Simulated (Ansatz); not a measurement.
Ti2O: several calculations on one system

**1. Relaxation**

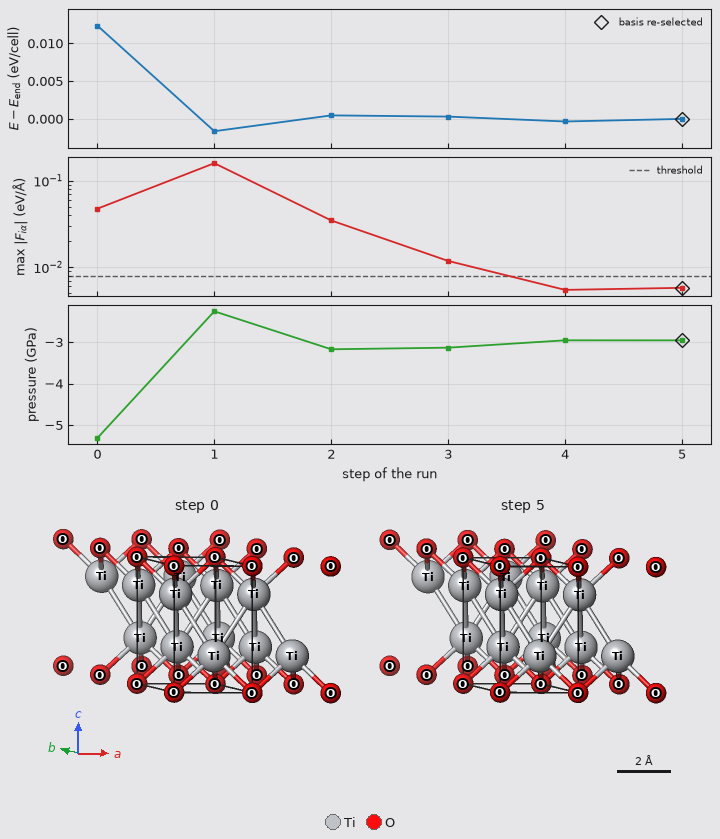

First and last geometry of a relaxation of a crystal of Ti2O (set up in P-3m1), with the history of the run. A ball-and-stick model of the cell of the calculation, repeated 2 × 3 × 1 with one cell outlined, seen from a free direction.

Case: relaxed at -3 GPa.

Method: DFT r2SCAN, scalar-relativistic, plane waves, PAW in Ansatz. Settings: plane-wave cutoff 500 eV; k-point mesh 18 × 18 × 10; occupations gaussian; smearing width 0.1 eV; target pressure -3 GPa; no spin polarisation; cell and atoms relaxed; force threshold 0.008 eV/Å; at most 50 steps.

**Read the history and describe the run.**

It converged. The energy falls by 12.4 meV per cell of the calculation in 4 accepted moves (5 points after the start). With the target pressure of -3 GPa, the enthalpy E + pV changes by −3.5 meV per cell of the calculation. Largest force component: 0.048 eV/Å at the start, 0.0058 eV/Å at the end. The pressure goes from −5.31 to −2.96 GPa. The SCF was repeated once at an unchanged geometry on a basis and grid sized afresh for the cell, which shifted the energy by 0.3 meV per cell of the calculation at most. No atom moves by more than 0.005 Å relative to the cell. The drawn cell changes as follows: a = b 2.979 → 2.967 Å (−0.4 %), c 4.859 → 4.836 Å (−0.5 %); the volume changes by −1.3 %. Among the contacts that change: Ti–Ti 3.129 → 3.111 Å, Ti–Ti 2.979 → 2.967 Å, O–Ti 2.160 → 2.150 Å, Ti–Ti 2.829 → 2.820 Å. The space group stays P-3m1 (No. 164). The run took 74 s on 1 thread of Intel(R) Xeon(R) 6975P-C (Granite Rapids) (shared host), peak memory 0.68 GiB.

**2. Relaxation**

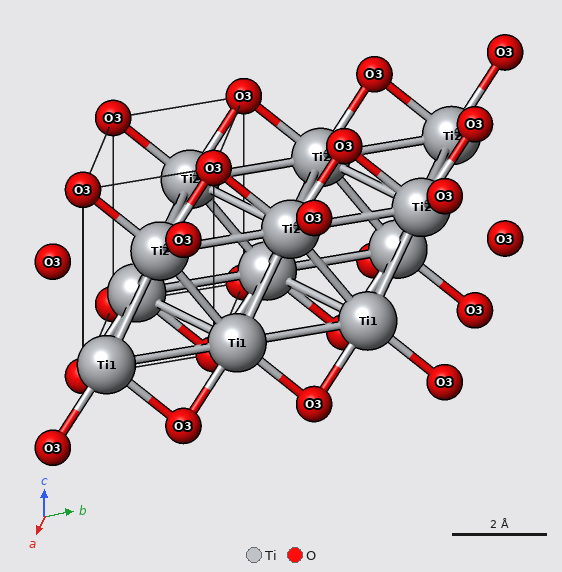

This is the input geometry for a relaxation of solid Ti2O (set up in P-3m1) (coarse preliminary run). A ball-and-stick model of the cell of the calculation, repeated 2 × 3 × 1 with one cell outlined, seen from a free direction.

All numbers below come from Ansatz 0.2.0, DFT r2SCAN, scalar-relativistic, plane waves, PAW.

Input file:
```yaml
crystal:
  lattice:
    - [2.9193980238, 0.0, 0.0]
    - [-1.4596990119, 2.5282728524, 0.0]
    - [0.0, 0.0, 4.713]
  atoms:
    - { symbol: Ti, position: [0.6666666667, 0.3333333333, 0.27874] }
    - { symbol: Ti, position: [0.3333333333, 0.6666666667, 0.72126] }
    - { symbol: O, position: [0.0, 0.0, 0.0] }
basis:
  ecutwfc: 500
kpoints:
  mp_grid: { grid: [6, 6, 4] }
hamiltonian:
  xc: r2scan
scf:
  occupations: { method: gaussian, width: 0.1 }
output:
  forces: true
  stress: true
  eigenvalues: true
relax:
  adjacent_minimum: "off"
  f_tol: 0.05
  max_steps: 80
  cell: { stress_tol: 0.5 }
```

Launched with:
```bash
ansatz run input.yaml --threads 1 --pin off --max-ram 2560MiB --backend cpu --events-out ev --progress --plain --runs-dir out
```

Where does the relaxation end?

The largest moves relative to the cell, 0.053 Å, are those of Ti1 and Ti2. Ti1 goes along −c. O stays in place. The volume changes by +4.4 %, with a = b 2.919 → 2.955 Å (+1.2 %), c 4.713 → 4.800 Å (+1.8 %). Near-neighbour distances that change, for instance: Ti1–Ti2 2.682 → 2.808 Å, Ti1–Ti2 (another image) 3.122 → 3.084 Å, Ti1–Ti1 2.919 → 2.955 Å. The space group stays P-3m1 (No. 164). Over 3 accepted moves (4 points after the start) the energy falls by 87.8 meV per cell of the calculation. Largest force component: 0.94 eV/Å at the start, 0.03 eV/Å at the end. Pressure: 9.10 GPa at the start and 0.24 GPa at the end. At 1 point the geometry stayed and the basis and grid were re-selected for the new cell (energy shift of 1.1 meV per cell of the calculation at most each time). Cost: 7.3 s on 1 thread of Intel(R) Xeon(R) 6975P-C (Granite Rapids), on a shared host, peak memory 0.46 GiB.

The end point in the same view:

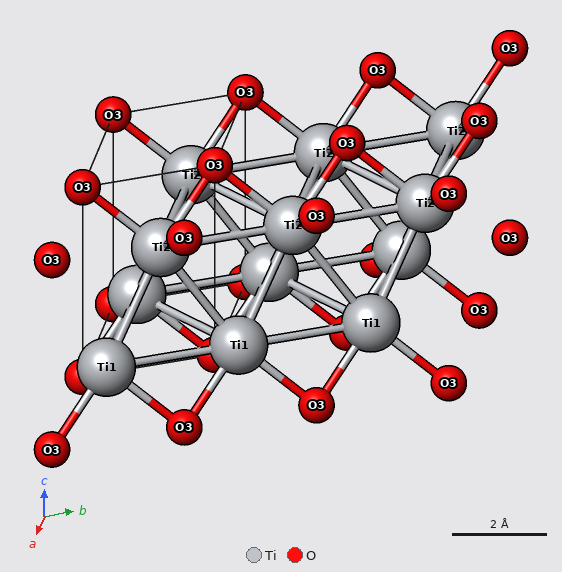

**3. A change**

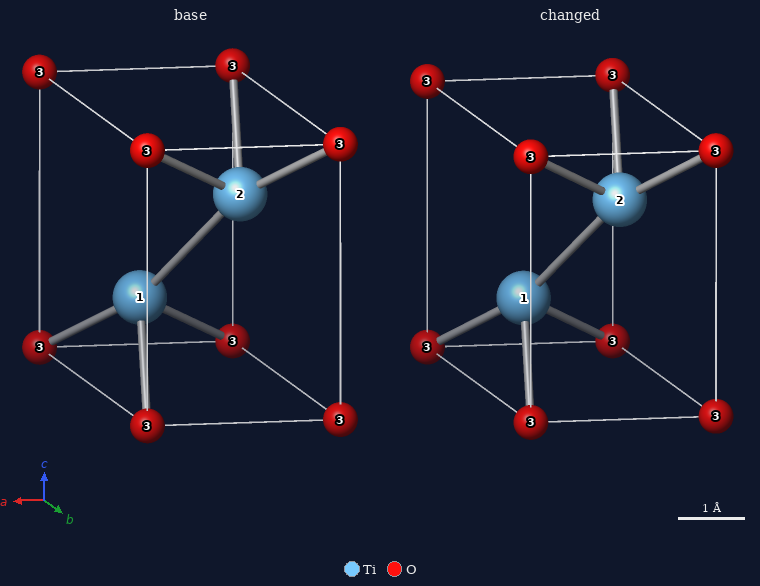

Left: a crystal of Ti2O (set up in P-3m1). Right: the same structure after one change, at the same scale. A ball-and-stick model of the cell of the calculation, seen from a free direction.

The calculation used DFT r2SCAN, scalar-relativistic, plane waves, PAW (Ansatz). (plane-wave cutoff 500 eV; k-point mesh 18 × 18 × 10; occupations gaussian; smearing width 0.1 eV; no spin polarisation)

The crystal is put under a hydrostatic pressure of 30 GPa. Cell and atoms are relaxed at that pressure.

**What does the change do?**

The energy rises by 115 meV per atom. Pressure: 0.0 GPa before, 30.0 GPa after. The drawn cell changes as follows: a = b 2.951 → 2.831 Å (−4.1 %), c 4.814 → 4.646 Å (−3.5 %); the volume changes by −11.2 %. The largest moves relative to the cell, 0.014 Å, are those of Ti1 and Ti2. Ti2 goes along −c. O stays in place. Near-neighbour distances before and after: Ti–Ti 2.803 → 2.677 Å, Ti–Ti 2.951 → 2.831 Å, O–Ti 2.140 → 2.065 Å. The space group stays P-3m1 (No. 164).
